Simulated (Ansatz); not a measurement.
**A series of single points on Ag**

System: Ag (1 atom in the cell).
Method: DFT PBEsol, scalar-relativistic, plane waves, PAW, no spin polarisation (Ansatz 0.2.0).

The 8 runs differ only in the geometry, by a strain of the cell at fixed fractional positions. Against run 5, the strain is εxx = η. The structure derives from an entry of the Crystallography Open Database.

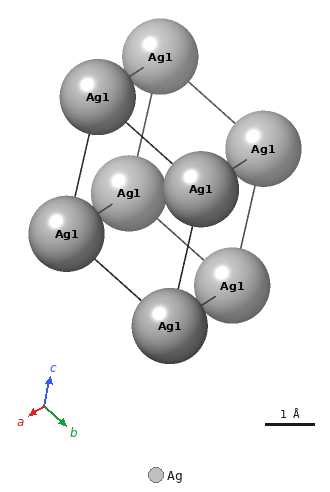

Figure 1. The structure of run 5 (spheres-only view of the reduced cell, seen slightly off an axis; atoms are numbered from 1 in the order of the input).

**Input of run 5**
```yaml
crystal:
  lattice:
    - [0.0, 2.0431, 2.0431]
    - [2.083962, 0.0, 2.0431]
    - [2.083962, 2.0431, 0.0]
  atoms:
    - { symbol: Ag, position: [0.0, 0.0, 0.0] }
basis:
  ecutwfc: 420
kpoints:
  mp_grid: { grid: [20, 20, 20] }
hamiltonian:
  xc: pbesol
scf:
  occupations: { method: gaussian, width: 0.15 }
output:
  forces: true
  stress: true
  eigenvalues: true
```

Command:
```bash
ansatz run input.yaml --threads 1 --pin off --max-ram 2560MiB --backend cpu --events-out ev --progress --plain --runs-dir out
```

Lattice vectors (Å) and fractional positions of run 5:
```
   0.000000    2.043100    2.043100
   2.083962    0.000000    2.043100
   2.083962    2.043100    0.000000
Ag  0.000000  0.000000  0.000000
```

Run 6 differs from it as follows:
```diff
-    - [2.083962, 0.0, 2.0431]
-    - [2.083962, 2.0431, 0.0]
+    - [2.104393, 0.0, 2.0431]
+    - [2.104393, 2.0431, 0.0]
```

**Results, with one run withheld**

```tsv
run	strain parameter η (%)	free energy per atom, from the lowest run given (meV)	pressure (GPa)
1	−5.8824	3.59	2.22
2	−4.9020	0.95	0.88
3	−3.9216	0.00	−0.37
4	−0.9804	6.16	−3.62
5	0.0000	10.94	−4.55
6	0.9804	?	?
7	1.4706	20.38	−5.82
8	1.9608	24.10	−6.21
```

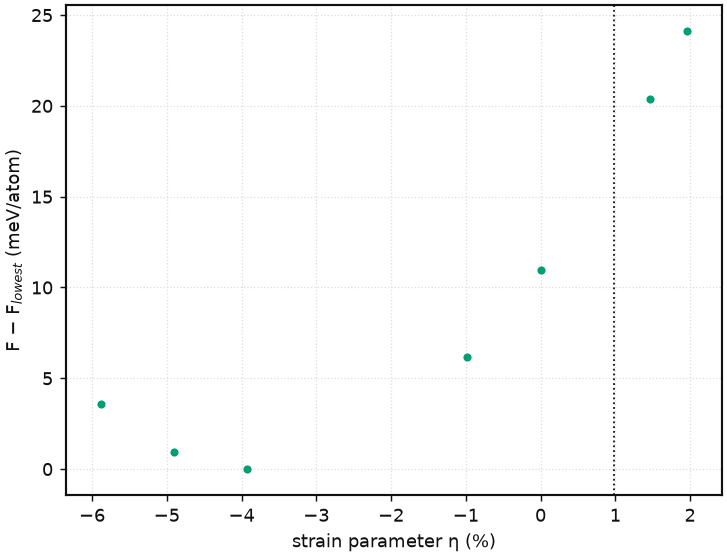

Figure 2. Free energy per atom of the runs given; the dotted line marks run 6.

What should run 6 give?

A cubic polynomial in the coordinate, fitted to the 7 runs given, misses them by at most 0.01 meV per atom. With x = η + 1.7507, it reads F = 3.3085 + 3.154 x + 0.71614 x² − 0.015351 x³ (meV per atom). At run 6 it gives 16.95 meV per atom, and the run itself gives 16.94. The fit has its minimum at η = −3.8157 %.

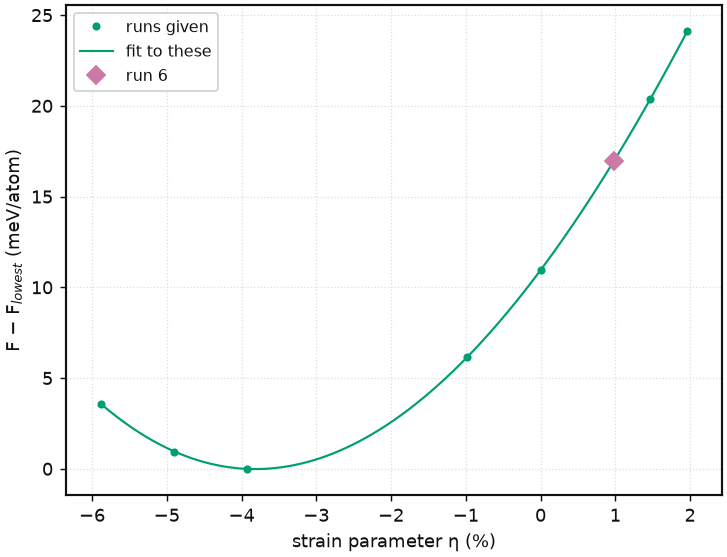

Figure 3. The fit and the withheld run.

**Output, shortened to warnings, some set-up lines, iterations and results (run 6)**
```
Basis set: ecut = 420 eV, 331 PW (Γ), exchange–correlation on 40×40×40 points (8 copies of the dense FFT grid, shifted against one another)
Symmetry: 16 space group operations
k-points: 641 of 8000
Initial density: superposition of atomic densities (neutral atoms: chi_scale 0, normalization atom), corrected by the library's trained network
[...]
SCF iter   1: F=—  HF=-7522.238311 eV  |F-HF|=—  |Δ(HF+E_count)|=         —  Δρ=9.93e-3  dr2=1.63e-2  ethr=1.77e-3  ⟨swp⟩=4.4  Hψ=43279  notcnv=0
SCF iter   2: F=—  HF=-7522.233885 eV  |F-HF|=—  |Δ(HF+E_count)|=   4.43e-3  Δρ=2.63e-3  dr2=1.19e-3  ethr=8.58e-5  ⟨swp⟩=1.7  Hψ=15703  notcnv=0
SCF iter   3: F=—  HF=-7522.233542 eV  |F-HF|=—  |Δ(HF+E_count)|=   3.43e-4  Δρ=8.60e-4  dr2=4.15e-5  ethr=6.24e-6  ⟨swp⟩=2.3  Hψ=11843  notcnv=0
SCF iter   4: F=—  HF=-7522.233536 eV  |F-HF|=—  |Δ(HF+E_count)|=   5.80e-6  Δρ=1.26e-4  dr2=1.16e-6  ethr=2.18e-7  ⟨swp⟩=2.7  Hψ=14796  notcnv=0
SCF iter   5: F=-7522.233537 eV  HF=-7522.233537 eV  |F-HF|=2.58e-9  |Δ(HF+E_count)|=   2.60e-7  Δρ=8.96e-6  dr2=6.42e-9  ethr=6.12e-9  ⟨swp⟩=2.1  Hψ=14345  notcnv=0
SCF iter   6: F=-7522.233537 eV  HF=-7522.233537 eV  |F-HF|=8.28e-11  |Δ(HF+E_count)|=  7.94e-10  Δρ=8.95e-7  dr2=1.01e-10  ethr=3.38e-11  ⟨swp⟩=2.4  Hψ=29660  notcnv=0
SCF 1 converged in 6 iterations: F = -7522.233537 eV  dr2 = 1.01e-10
SCF converged after 6 iterations
Free energy (F): -7522.233537 eV
Harris-Foulkes:  -7522.233537 eV  (|F-HF|=8.28e-11)
Internal energy: -7522.231224 eV  (E = F + TS)
E sigma→0 (E₀):  -7522.232380 eV
Entropy (-TS):   -0.002313 eV (-2.313 meV/atom)
Fermi energy:    16.487382 eV
--- Per-component energies (eV) ---
  E_band       = -247.778568
  E_kinetic    = 526.708558
  E_local      = -2240.612909  (includes V_loc(G=0)·N_el)
  E_nonlocal   = 82.640287
  E_hartree    = 1014.332788
  E_xc         = -183.358738
  E_vxc        = -233.930644  (∫ρ·V_xc dr)
  E_paw        = -3834.580292  (= ΣΔE_a)
  E_vpaw       = -411.250374  (= ΣTr[D̂ρ^β])
  E_aug_tail   = 0.000306  (compensation charges beyond the density's cutoff)
  E_ewald      = -2887.683963
  E_core_change = 0.322739  (= ΣΔE_core)
  E_smearing   = -0.002313  (= −TS)
  E_closure    = 0.000000  (closes the sum)
  Σ components = -7522.233537   (vs F -7522.233537, Δ=0.00e0)
--- Forces (eV/Å), atoms counted from 1 ---
  atom   1  Ag     0.00000000     0.00000000     0.00000000
  max |Σ_I F_I| component: 1.23e-32 eV/Å
--- Stress (GPa, compression-positive) ---
       -6.192345       0.000000       0.000000
        0.000000      -5.022220       0.000000
        0.000000      -0.000000      -5.022220
  P = ⅓ Tr σ = -5.4123 GPa (-54.123 kbar)
```
